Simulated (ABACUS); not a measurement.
La: geometry relaxation (part 3 of 3)

Continued. System: La (2 atoms in the cell). Method: Kohn-Sham DFT of a periodic cell, PBE with D3(BJ)+ABC, PseudoDojo NC SR 0.4.1 PBE standard, no spin polarisation (ABACUS 3.10.1); cutoff 1510.23 eV, 6×6×4 k-mesh, fermi-dirac of 0.05 eV. The structure derives from an entry of the Crystallography Open Database. It belongs to a series of runs on one base structure; here: dispersion = D3(BJ)+ABC.

Geometry of the input (Å; fractional positions):
```
3.7500  0.0000  0.0000
-1.8750  3.2476  0.0000
0.0000  0.0000  6.0700
La 0.6667  0.3333  0.7500
La 0.3333  0.6667  0.2500
```

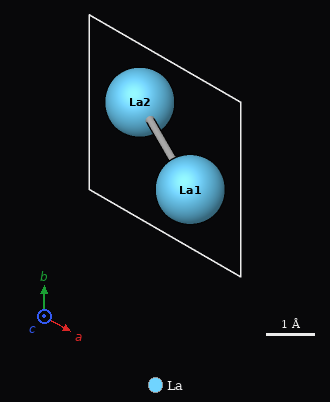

The geometry at step 2 of the log (ball-and-stick view of the cell of the calculation, along the c axis; atoms are numbered from 1 in the order of the input).

Log, continued
```
 Density error is 0.000000003884
                          Error Threshold = 0.000000000243
----------------------------------------------------------
     Energy           Rydberg                 eV
----------------------------------------------------------
 E_KohnSham     -140.4802981949      -1911.3325121891
 E_KS(sigma->0) -140.4790108853      -1911.3149974447
 E_Harris       -140.4800479711      -1911.3291077196
 E_band         -5.2072426814        -70.8481713364
 E_one_elec     -7.9857536374        -108.6517522923
 E_Hartree      13.8615132383        188.5955629437
 E_xc           -33.5351564478       -456.2692110112
 E_Ewald        -112.7586645341      -1534.1603365340
 E_entropy(-TS) -0.0025746190        -0.0350294887
 E_descf        0.0000000000         0.0000000000
 E_vdwD3        -0.0596621950        -0.8117458065
 E_exx          0.0000000000         0.0000000000
 E_Fermi        0.8684914352         11.8164321834
----------------------------------------------------------

 charge density convergence is achieved
 final etot is -1911.33251218909 eV
 EFERMI = 11.81643218342 eV

 STATE ENERGY(eV) AND OCCUPATIONS    NSPIN == 1
[... levels at 6 further k points ...]

------------------------------------------------------------------------------------------
 TOTAL-FORCE (eV/Angstrom)
------------------------------------------------------------------------------------------
                       La1         0.0000000000         0.0000000000         0.0000000000
                       La2         0.0000000000         0.0000000000         0.0000000000
------------------------------------------------------------------------------------------

----------------------------------------------------------------
 TOTAL-STRESS (KBAR)
----------------------------------------------------------------
        -0.4487063179        -0.0000000000         0.0000000000
        -0.0000000000        -0.4487063179        -0.0000000000
         0.0000000000         0.0000000000         1.3999491619
----------------------------------------------------------------
 TOTAL-PRESSURE: 0.167512 KBAR

 Largest gradient in force is 0.000000 eV/A.
 Threshold is 0.005000 eV/A.

 Largest gradient in stress is 1.399949 kbar.
 Threshold is 0.200000 kbar.

 Relaxation is not converged yet!
CARTESIAN COORDINATES ( UNIT =       1.889726124600 Bohr ).
    atom                   x                   y                   z     mag                  vx                  vy                  vz
tauc_La1            1.8426749670        1.0638688880        4.5010579121  0.0000        0.0000000000        0.0000000000        0.0000000000
tauc_La2           -0.0000000002        2.1277377764        1.5003526374  0.0000        0.0000000000        0.0000000000        0.0000000000

                          Volume (Bohr^3) = 476.363013
                             Volume (A^3) = 70.589631

 Lattice vectors: (Cartesian coordinate: in unit of a_0)
            +3.685350           -0.000000           +0.000000
            -1.842675           +3.191607           -0.000000
            +0.000000           -0.000000           +6.001411
 Reciprocal vectors: (Cartesian coordinate: in unit of 2 pi/a_0)
            +0.271345           +0.156661           -0.000000
            +0.000000           +0.313322           +0.000000
            +0.000000           +0.000000           +0.166627

 -------------------------------------------
 STEP OF RELAXATION : 4
 -------------------------------------------

[... set-up of the moved cell ...]

 PW ALGORITHM --------------- ION=   4  ELEC=   1--------------------------------
 Notice: Threshold on eigenvalues was too large.
 hsover_error=0.220000 > DRHO=0.000001
 Origin diag ethr = 0.010000
 New diag ethr = 0.000000

 Density error is 0.000001594841
                          Error Threshold = 0.000000006029
----------------------------------------------------------
     Energy           Rydberg                 eV
----------------------------------------------------------
 E_KohnSham     -140.4803038489      -1911.3325891159
 E_Harris       -140.4773783069      -1911.2927850758
 E_Fermi        0.8682586580         11.8132650872
----------------------------------------------------------

[... 2 further cycles ...]
 PW ALGORITHM --------------- ION=   4  ELEC=   4--------------------------------

 Density error is 0.000000003465
                          Error Threshold = 0.000000000048
----------------------------------------------------------
     Energy           Rydberg                 eV
----------------------------------------------------------
 E_KohnSham     -140.4803044796      -1911.3325976976
 E_KS(sigma->0) -140.4790183932      -1911.3150995942
 E_Harris       -140.4800892375      -1911.3296691779
 E_band         -5.2102170867        -70.8886401956
 E_one_elec     -7.9912412990        -108.7264157599
 E_Hartree      13.8625721190        188.6099697547
 E_xc           -33.5348596311       -456.2651726134
 E_Ewald        -112.7545481320      -1534.1043300099
 E_entropy(-TS) -0.0025721728        -0.0349962069
 E_descf        0.0000000000         0.0000000000
 E_vdwD3        -0.0596553637        -0.8116528622
 E_exx          0.0000000000         0.0000000000
 E_Fermi        0.8682970513         11.8137874547
----------------------------------------------------------

 charge density convergence is achieved
 final etot is -1911.33259769765 eV
 EFERMI = 11.81378745468 eV

 STATE ENERGY(eV) AND OCCUPATIONS    NSPIN == 1
[... levels at 6 further k points ...]

------------------------------------------------------------------------------------------
 TOTAL-FORCE (eV/Angstrom)
------------------------------------------------------------------------------------------
                       La1         0.0000000000         0.0000000000         0.0000000000
                       La2         0.0000000000         0.0000000000         0.0000000000
------------------------------------------------------------------------------------------

----------------------------------------------------------------
 TOTAL-STRESS (KBAR)
----------------------------------------------------------------
        -0.1912924116         0.0000000000        -0.0000000000
        -0.0000000000        -0.1912924116         0.0000000000
         0.0000000000         0.0000000000         0.6819491137
----------------------------------------------------------------
 TOTAL-PRESSURE: 0.099788 KBAR

 Largest gradient in force is 0.000000 eV/A.
 Threshold is 0.005000 eV/A.

 Largest gradient in stress is 0.681949 kbar.
 Threshold is 0.200000 kbar.

 Relaxation is not converged yet!
CARTESIAN COORDINATES ( UNIT =       1.889726124600 Bohr ).
    atom                   x                   y                   z     mag                  vx                  vy                  vz
tauc_La1            1.8415473892        1.0632178806        4.5070434968  0.0000        0.0000000000        0.0000000000        0.0000000000
tauc_La2           -0.0000000002        2.1264357617        1.5023478323  0.0000        0.0000000000        0.0000000000        0.0000000000

                          Volume (Bohr^3) = 476.412896
                             Volume (A^3) = 70.597023

 Lattice vectors: (Cartesian coordinate: in unit of a_0)
            +3.683095           -0.000000           +0.000000
            -1.841547           +3.189654           -0.000000
            +0.000000           -0.000000           +6.009391
 Reciprocal vectors: (Cartesian coordinate: in unit of 2 pi/a_0)
            +0.271511           +0.156757           -0.000000
            +0.000000           +0.313514           +0.000000
            -0.000000           +0.000000           +0.166406

 -------------------------------------------
 STEP OF RELAXATION : 5
 -------------------------------------------

[... set-up of the moved cell ...]

 PW ALGORITHM --------------- ION=   5  ELEC=   1--------------------------------
 Notice: Threshold on eigenvalues was too large.
 hsover_error=0.220000 > DRHO=0.000000
 Origin diag ethr = 0.010000
 New diag ethr = 0.000000

 Density error is 0.000000012231
                          Error Threshold = 0.000000001548
----------------------------------------------------------
     Energy           Rydberg                 eV
----------------------------------------------------------
 E_KohnSham     -140.4801428780      -1911.3303989943
 E_Harris       -140.4803043216      -1911.3325955480
 E_Fermi        0.8681309548         11.8115275961
----------------------------------------------------------

 PW ALGORITHM --------------- ION=   5  ELEC=   2--------------------------------

 Density error is 0.000000006073
                          Error Threshold = 0.000000000056
----------------------------------------------------------
     Energy           Rydberg                 eV
----------------------------------------------------------
 E_KohnSham     -140.4803043253      -1911.3325955975
 E_KS(sigma->0) -140.4790187233      -1911.3151040853
 E_Harris       -140.4801790040      -1911.3308905144
 E_band         -5.2127992750        -70.9237726702
 E_one_elec     -7.9962219611        -108.7941811441
 E_Hartree      13.8635472847        188.6232375649
 E_xc           -33.5345873424       -456.2614679347
 E_Ewald        -112.7508234367      -1534.0536529308
 E_entropy(-TS) -0.0025712039        -0.0349830244
 E_descf        0.0000000000         0.0000000000
 E_vdwD3        -0.0596476659        -0.8115481284
 E_exx          0.0000000000         0.0000000000
 E_Fermi        0.8681272680         11.8114774337
----------------------------------------------------------

 charge density convergence is achieved
 final etot is -1911.33259559747 eV
 EFERMI = 11.81147743370 eV

 STATE ENERGY(eV) AND OCCUPATIONS    NSPIN == 1
 1/6 kpoint (Cartesian) = 0.00000 0.00000 0.00000 (9897 pws)
       1     -20.938584       0.013889
       2     -20.699404       0.013889
       3      -5.379853       0.013889
       4      -4.002245       0.013889
       5      -4.002245       0.013889
       6      -3.798327       0.013889
       7      -3.798327       0.013889
       8      -3.777361       0.013889
       9       8.708072       0.013889
      10      10.058829       0.013889
      11      12.929892       0.000000
      12      13.235777       0.000000
      13      13.235777       0.000000
      14      13.484479       0.000000
      15      13.586028       0.000000

 2/6 kpoint (Cartesian) = -0.04525 0.02613 0.00000 (9831 pws)
       1     -20.886346       0.083333
       2     -20.674190       0.083333
       3      -5.250404       0.083333
       4      -4.337691       0.083333
       5      -4.134446       0.083333
       6      -4.102907       0.083333
       7      -3.844174       0.083333
       8      -3.830258       0.083333
       9       9.435740       0.083333
      10      10.665745       0.083333
      11      12.126786       0.000152
      12      12.656126       0.000000
      13      12.922045       0.000000
      14      13.233751       0.000000
      15      13.521529       0.000000

 3/6 kpoint (Cartesian) = -0.09050 0.05225 0.00000 (9854 pws)
       1     -20.771103       0.083333
       2     -20.631464       0.083333
       3      -4.965980       0.083333
       4      -4.927627       0.083333
       5      -4.726662       0.083333
       6      -4.283468       0.083333
       7      -3.997425       0.083333
       8      -3.947300       0.083333
       9      10.383890       0.083333
      10      10.658342       0.083333
      11      11.214846       0.083333
      12      12.567881       0.000000
      13      13.085472       0.000000
      14      13.231023       0.000000
      15      13.295274       0.000000

 4/6 kpoint (Cartesian) = 0.13576 0.23514 0.00000 (9868 pws)
       1     -20.700187       0.041667
       2     -20.621797       0.041667
       3      -5.259694       0.041667
       4      -4.995124       0.041667
       5      -4.679458       0.041667
       6      -4.367147       0.041667
       7      -4.166501       0.041667
       8      -4.001099       0.041667
       9      10.152030       0.041667
      10      10.633908       0.041667
      11      10.692495       0.041667
      12      13.175189       0.000000
      13      13.199903       0.000000
      14      13.217903       0.000000
      15      13.349805       0.000000

 5/6 kpoint (Cartesian) = -0.04525 0.07838 0.00000 (9850 pws)
       1     -20.802020       0.083333
       2     -20.640482       0.083333
       3      -5.021493       0.083333
       4      -4.675736       0.083333
       5      -4.660631       0.083333
       6      -4.224299       0.083333
       7      -4.019218       0.083333
       8      -3.942451       0.083333
       9      10.527997       0.083333
      10      11.377820       0.083319
      11      11.548357       0.082904
      12      11.653584       0.079935
      13      12.606671       0.000000
      14      12.808738       0.000000
      15      13.605731       0.000000

 6/6 kpoint (Cartesian) = 0.13576 0.18288 0.00000 (9853 pws)
       1     -20.701244       0.166667
       2     -20.620950       0.166667
       3      -5.104151       0.166667
       4      -4.885996       0.166667
       5      -4.688204       0.166667
       6      -4.502151       0.166667
       7      -4.193643       0.166667
       8      -4.156363       0.166667
       9      10.709049       0.166667
      10      10.937179       0.166667
      11      11.262833       0.166664
      12      12.589588       0.000000
      13      12.628906       0.000000
      14      13.239540       0.000000
      15      13.411286       0.000000

------------------------------------------------------------------------------------------
 TOTAL-FORCE (eV/Angstrom)
------------------------------------------------------------------------------------------
                       La1         0.0000000000         0.0000000000         0.0000000000
                       La2         0.0000000000         0.0000000000         0.0000000000
------------------------------------------------------------------------------------------

----------------------------------------------------------------
 TOTAL-STRESS (KBAR)
----------------------------------------------------------------
         0.0086378825         0.0000000000        -0.0000000000
         0.0000000000         0.0086378825         0.0000000000
         0.0000000000         0.0000000000         0.0444434781
----------------------------------------------------------------
 TOTAL-PRESSURE: 0.020573 KBAR

 Largest gradient in force is 0.000000 eV/A.
 Threshold is 0.005000 eV/A.

 Largest gradient in stress is 0.044443 kbar.
 Threshold is 0.200000 kbar.

 Relaxation is converged!

 --------------------------------------------
 !FINAL_ETOT_IS -1911.3325955974710268 eV
 --------------------------------------------
```

Trajectory as extended XYZ (Å, eV, eV/Å), 5 frames, from step=0 to step=4
```
2
Lattice="3.7500 0.0000 0.0000 -1.8750 3.2476 0.0000 0.0000 0.0000 6.0700" Properties=species:S:1:pos:R:3:forces:R:3 step=0 energy=-1911.32085 pressure_GPa=-1.09
La    1.8750    1.0825    4.5525    0.0000   0.0000   0.0000
La    0.0000    2.1651    1.5175    0.0000   0.0000   0.0000
2
Lattice="3.6989 -0.0000 0.0000 -1.8495 3.2034 0.0000 0.0000 -0.0000 6.0063" Properties=species:S:1:pos:R:3:forces:R:3 step=1 energy=-1911.33216 pressure_GPa=-0.19
La    1.8495    1.0678    4.5047    0.0000   0.0000   0.0000
La    0.0000    2.1356    1.5016    0.0000   0.0000   0.0000
2
Lattice="3.6879 -0.0000 0.0000 -1.8439 3.1938 -0.0000 0.0000 -0.0000 5.9925" Properties=species:S:1:pos:R:3:forces:R:3 step=2 energy=-1911.33251 pressure_GPa=0.02
La    1.8439    1.0646    4.4944    0.0000   0.0000   0.0000
La    0.0000    2.1292    1.4981    0.0000   0.0000   0.0000
2
Lattice="3.6854 -0.0000 0.0000 -1.8427 3.1916 -0.0000 0.0000 -0.0000 6.0014" Properties=species:S:1:pos:R:3:forces:R:3 step=3 energy=-1911.33260 pressure_GPa=0.01
La    1.8427    1.0639    4.5011    0.0000   0.0000   0.0000
La    0.0000    2.1277    1.5004    0.0000   0.0000   0.0000
2
Lattice="3.6831 -0.0000 0.0000 -1.8415 3.1897 -0.0000 0.0000 -0.0000 6.0094" Properties=species:S:1:pos:R:3:forces:R:3 step=4 energy=-1911.33260 pressure_GPa=0.00
La    1.8415    1.0632    4.5070    0.0000   0.0000   0.0000
La    0.0000    2.1264    1.5023    0.0000   0.0000   0.0000
```

Summary

| quantity | value |
| --- | --- |
| outcome | converged |
| space group (tolerance 0.01 Å) | P6₃/mmc (194) |
| electrons treated | 22 |
| free energy | −1911.3326 eV |
| dispersion energy | −0.8115 eV |
| Fermi energy | 11.811 eV |
| gap on the k-point mesh | none (metallic) |
| pressure | 0.00 GPa |
| final volume | 70.60 Å³ |
| largest force (length of the vector) at the end | under 0.001 eV/Å |
| final cell | a = 3.683 Å, b = 3.683 Å, c = 6.009 Å, α = 90.00°, β = 90.00°, γ = 120.00° |
| hardware | 4 threads of Intel Xeon (Granite Rapids), 12 GiB of memory available, shared host |
| wall time | 76 s (CPU time 5.1 min) |
| peak memory | 0.72 GiB |
